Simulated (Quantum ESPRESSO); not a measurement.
# Magnetic state of CoO from several starts

Wanted: the moments of CoO and the energy of each order that was tried.

Method: LDA with U = 2.1 eV on Co d (ortho-atomic projectors); plane waves with GBRV 1.5 LDA potentials, no spin-orbit coupling, in Quantum ESPRESSO 7.5.

### 1. Starting point

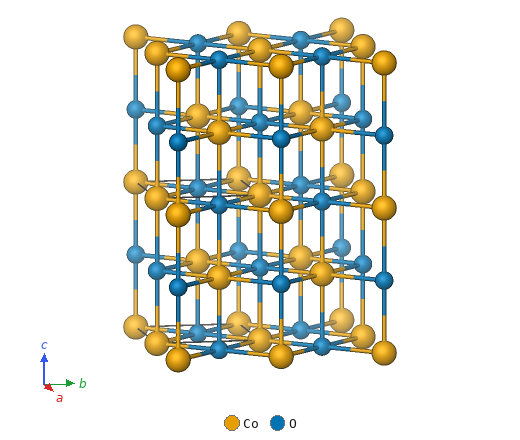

The starting structure, seen slightly off an axis (cobalt orange, oxygen blue). 2×2×2 cells are drawn. This picture shows the conventional cell, with its axes. Some periodic images of atoms are drawn too.

The cell comes from the Crystallography Open Database.

### 2. Start 1: ferro +

The signs are those of the starting moments on the seeded atoms, the atoms that are given a moment.

pw.in

```
&CONTROL
  calculation = 'scf'
  prefix = 'pwscf'
  outdir = './tmp'
  pseudo_dir = './pseudo'
  disk_io = 'nowf'
  tprnfor = .true.
  tstress = .true.
/
&SYSTEM
  ibrav = 0
  nat = 2
  ntyp = 2
  ecutwfc = 40
  ecutrho = 280
  nbnd = 20
  occupations = 'smearing'
  smearing = 'fd'
  degauss = 0.00999582
  nspin = 2
  starting_magnetization(1) = 0.1765
  starting_magnetization(2) = 0
/
&ELECTRONS
  conv_thr = 4d-09
  electron_maxstep = 150
  mixing_beta = 0.3
/
ATOMIC_SPECIES
Co     58.9332 co_lda_v1.2.uspp.F.UPF
O      15.9990 o_lda_v1.2.uspp.F.UPF
CELL_PARAMETERS bohr
  -2.8497069959    2.8497069959    3.9821207230
   2.8497069959   -2.8497069959    3.9821207230
   2.8497069959    2.8497069959   -3.9821207230
ATOMIC_POSITIONS crystal
Co      0.0000000000    0.0000000000    0.0000000000
O       0.5000000000    0.5000000000    0.0000000000
K_POINTS automatic
10 10 10 0 0 0
HUBBARD {ortho-atomic}
U Co-3d 2.1000
```

Started as:

```bash
$ OMP_NUM_THREADS=1 mpirun -n 2 pw.x -nk 2 -in pw.in > pw.out
```

Log:

```text
Program PWSCF v.7.5 starts

     Message from routine setup:
     using ibrav=0 with symmetry is DISCOURAGED, use correct ibrav instead

     K-points division:     npool     =       2
     Subspace diagonalization in iterative solution of the eigenvalue problem:

     G-vector sticks info
     --------------------
     sticks:   dense  smooth     PW     G-vecs:    dense   smooth      PW
     Sum         713     413    169                10193     4429    1163

     Using Slab Decomposition

     bravais-lattice index     =            0
     lattice parameter (alat)  =       5.6656  a.u.
     unit-cell volume          =     129.3525 (a.u.)^3
     number of atoms/cell      =            2
     number of atomic types    =            2
     number of electrons       =        23.00
     number of Kohn-Sham states=           20
     kinetic-energy cutoff     =      40.0000  Ry
     charge density cutoff     =     280.0000  Ry
     scf convergence threshold =      4.0E-09
     mixing beta               =       0.3000
     number of iterations used =            8  plain     mixing
     Exchange-correlation= SLA  PZ   NOGX NOGC
                           (   1   1   0   0   0   0   0)
     Hubbard projectors: ortho-atomic
     Hubbard parameters of DFT+U (Dudarev formulation) in eV:
     U(Co-3d) =  2.1000

     Internal variables: lda_plus_u =T, lda_plus_u_kind = 0

     Internal variables: orbital_resolved =F, hub_pot_fix =F, apply_U = F

     celldm(1)=   5.665593  celldm(2)=   0.000000  celldm(3)=   0.000000
     celldm(4)=   0.000000  celldm(5)=   0.000000  celldm(6)=   0.000000

     crystal axes: (cart. coord. in units of alat)
               a(1) = (  -0.502985   0.502985   0.702860 )
               a(2) = (   0.502985  -0.502985   0.702860 )
               a(3) = (   0.502985   0.502985  -0.702860 )

     reciprocal axes: (cart. coord. in units 2 pi/alat)
               b(1) = (  0.000000  0.994066  0.711379 )
               b(2) = (  0.994066  0.000000  0.711379 )
               b(3) = (  0.994066  0.994066  0.000000 )

     PseudoPot. # 1 for Co read from file:
     co_lda_v1.2.uspp.F.UPF
     Pseudo is Ultrasoft + core correction, Zval = 17.0
     Generated by new atomic code, or converted to UPF format
     Using radial grid of  863 points,  6 beta functions with:
                l(1) =   0
                l(2) =   0
                l(3) =   1
                l(4) =   1
                l(5) =   2
                l(6) =   2
     Q(r) pseudized with  8 coefficients,  rinner =    1.200   1.200   1.200
                                                       1.200   1.200

     PseudoPot. # 2 for O  read from file:
     o_lda_v1.2.uspp.F.UPF
     Pseudo is Ultrasoft + core correction, Zval =  6.0
     Generated by new atomic code, or converted to UPF format
     Using radial grid of  737 points,  5 beta functions with:
                l(1) =   0
                l(2) =   0
                l(3) =   1
                l(4) =   1
                l(5) =   2
     Q(r) pseudized with  8 coefficients,  rinner =    0.900   0.900   0.900
                                                       0.900   0.900

     atomic species   valence    mass     pseudopotential
     Co               17.00    58.93320     Co( 1.00)
     O                 6.00    15.99900     O ( 1.00)

     Starting magnetic structure
     atomic species   magnetization
     Co              0.176
     O               0.000

     16 Sym. Ops., with inversion, found

   Cartesian axes

     site n.     atom                  positions (alat units)
         1        Co     tau(   1) = (   0.0000000   0.0000000   0.0000000  )
         2        O      tau(   2) = (   0.0000000   0.0000000   0.7028603  )

     number of k points=   102  Fermi-Dirac smearing, width (Ry)=  0.0100

     Number of k-points >= 100: set verbosity='high' to print them.

     Dense  grid:    10193 G-vectors     FFT dimensions: (  32,  32,  32)

     Smooth grid:     4429 G-vectors     FFT dimensions: (  24,  24,  24)

     Check: negative core charge=   -0.000039
     Generating pointlists ...
     new r_m :   0.2899 (alat units)  1.6426 (a.u.) for type    1
     new r_m :   0.2899 (alat units)  1.6426 (a.u.) for type    2

     Initial potential from superposition of free atoms

     starting charge      22.0000, renormalised to      23.0000

     STARTING HUBBARD OCCUPATIONS:

     =================== HUBBARD OCCUPATIONS ===================
     ------------------------ ATOM    1 ------------------------
     Tr[ns(  1)] (up, down, total) =   5.00000  2.00000  7.00000
     Atomic magnetic moment for atom   1 =   3.00000
     [... lines left out ...]
     Number of occupied Hubbard levels =    7.0000

     Atomic wfc used for Hubbard projectors are orthogonalized

     Starting wfcs are   17 randomized atomic wfcs +    3 random wfcs

     Self-consistent Calculation

     iteration #  1     ecut=    40.00 Ry     beta= 0.30
     Davidson diagonalization with overlap
     ethr =  1.00E-02,  avg # of iterations =  5.1

     =================== HUBBARD OCCUPATIONS ===================
     ------------------------ ATOM    1 ------------------------
     Tr[ns(  1)] (up, down, total) =   4.53259  1.00595  5.53854
     Atomic magnetic moment for atom   1 =   3.52665
     [... lines left out ...]
     Number of occupied Hubbard levels =    5.5385

     total energy              =    -328.56323187 Ry
     estimated scf accuracy    <       6.28197852 Ry

     total magnetization       =     3.50 Bohr mag/cell
     absolute magnetization    =     3.57 Bohr mag/cell

     iteration #  2     ecut=    40.00 Ry     beta= 0.30
     Davidson diagonalization with overlap
     ethr =  1.00E-02,  avg # of iterations =  2.0

     total energy              =    -329.48604174 Ry
     estimated scf accuracy    <       6.53601850 Ry

     total magnetization       =     0.64 Bohr mag/cell
     absolute magnetization    =     0.68 Bohr mag/cell

     iteration #  3     ecut=    40.00 Ry     beta= 0.30
     Davidson diagonalization with overlap
     ethr =  1.00E-02,  avg # of iterations =  1.2

     total energy              =    -330.45534898 Ry
     estimated scf accuracy    <       0.22332005 Ry

     total magnetization       =     3.01 Bohr mag/cell
     absolute magnetization    =     3.03 Bohr mag/cell

     [... further iterations left out ...]

     iteration # 15     ecut=    40.00 Ry     beta= 0.30
     Davidson diagonalization with overlap
     ethr =  1.05E-07,  avg # of iterations =  1.5

     total energy              =    -330.47312169 Ry
     estimated scf accuracy    <       0.00000097 Ry

     total magnetization       =     2.93 Bohr mag/cell
     absolute magnetization    =     2.95 Bohr mag/cell

     iteration # 16     ecut=    40.00 Ry     beta= 0.30
     Davidson diagonalization with overlap
     ethr =  4.23E-09,  avg # of iterations =  1.7

     total energy              =    -330.47312153 Ry
     estimated scf accuracy    <       0.00000072 Ry

     total magnetization       =     2.93 Bohr mag/cell
     absolute magnetization    =     2.95 Bohr mag/cell

     iteration # 17     ecut=    40.00 Ry     beta= 0.30
     Davidson diagonalization with overlap
     ethr =  3.12E-09,  avg # of iterations =  1.5

     total energy              =    -330.47312161 Ry
     estimated scf accuracy    <       0.00000001 Ry

     total magnetization       =     2.93 Bohr mag/cell
     absolute magnetization    =     2.95 Bohr mag/cell

     iteration # 18     ecut=    40.00 Ry     beta= 0.30
     Davidson diagonalization with overlap
     ethr =  5.95E-11,  avg # of iterations =  2.0

     Magnetic moment per site  (integrated on atomic sphere of radius R)
     atom   1 (R=0.290)  charge= 14.5631  magn=  2.5147
     atom   2 (R=0.290)  charge=  5.6933  magn=  0.2971

     End of self-consistent calculation

     =================== HUBBARD OCCUPATIONS ===================
     ------------------------ ATOM    1 ------------------------
     Tr[ns(  1)] (up, down, total) =   4.95572  2.37645  7.33217
     Atomic magnetic moment for atom   1 =   2.57927
     [... lines left out ...]
     Number of occupied Hubbard levels =    7.3322

     Number of k-points >= 100: set verbosity='high' to print the bands.

     the Fermi energy is    13.3025 ev

!    total energy              =    -330.47312162 Ry
     estimated scf accuracy    <          7.4E-10 Ry
     smearing contrib. (-TS)   =      -0.01275660 Ry
     internal energy E=F+TS    =    -330.46036502 Ry

     The total energy is F=E-TS. E is the sum of the following terms:
     one-electron contribution =    -181.93079397 Ry
     hartree contribution      =     104.11550741 Ry
     xc contribution           =     -39.42708962 Ry
     ewald contribution        =    -213.29243594 Ry
     Hubbard energy            =       0.07444710 Ry

     total magnetization       =     2.93 Bohr mag/cell
     absolute magnetization    =     2.95 Bohr mag/cell

     convergence has been achieved in  18 iterations

     Forces acting on atoms (cartesian axes, Ry/au):

     atom    1 type  1   force =     0.00000000    0.00000000    0.00000000
     atom    2 type  2   force =     0.00000000    0.00000000    0.00000000

     Total force =     0.000000     Total SCF correction =     0.000000

     Computing stress (Cartesian axis) and pressure

          total   stress  (Ry/bohr**3)                   (kbar)     P=     -140.18
  -0.00099397  -0.00000000  -0.00000000         -146.22       -0.00       -0.00
  -0.00000000  -0.00099397  -0.00000000           -0.00     -146.22       -0.00
  -0.00000000  -0.00000000  -0.00087077           -0.00       -0.00     -128.10

=------------------------------------------------------------------------------=
   JOB DONE.
=------------------------------------------------------------------------------=
```

Run time: 60 s. Hardware: 2 MPI ranks of Arm Neoverse N1, shared host; peak memory 0.18 GiB; 2 min of CPU time.

Spin moment in the atom's sphere by atom:

```
atom  spin moment in the atom's sphere (μB)
 Co1                                   2.51
  O2                                   0.30
```

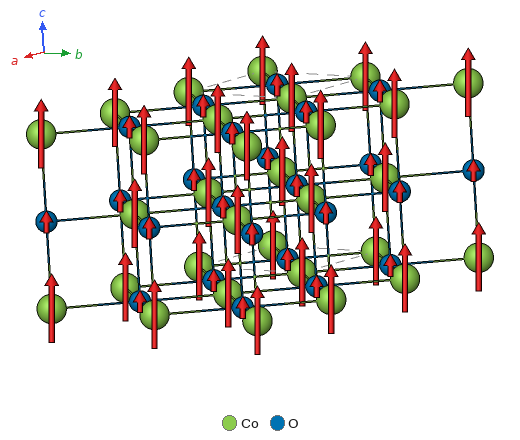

Spin moment in the atom's sphere as arrows, the longest 2.51 μB. Up and down stand for the sign. Arrows give size and sign along the axis of quantisation, drawn up and down the page. Each arrow also spans its atom, so small moments look longer than they are. 3×2×1 conventional cells are drawn. Some periodic images of atoms are drawn too.

Read from the output:

```yaml
smearing_term_ts: 0.1736 eV
pressure: -14.02 GPa
magnetization: 2.929 μB
absolute_magnetization: 2.945 μB
final_state: ferromagnetic
```

[end of part 1 of 3]

[Logs and program files are shortened in this print: banners, set-up blocks, solver, clock and traceback lines can be left out without a mark of their own.]

[Logs are printed without paths, hosts, clocks, repeated set-up lines and the standing remarks that a program may print on its own settings, such as how far it seeks lower states.]

[Hosts, paths, dates, database ids (printed as entryN), source tags and the programs' standing remarks are cut or masked in the printed files.]

[Where a cell is said to come from a database of computed structures, the database is the Materials Project.]
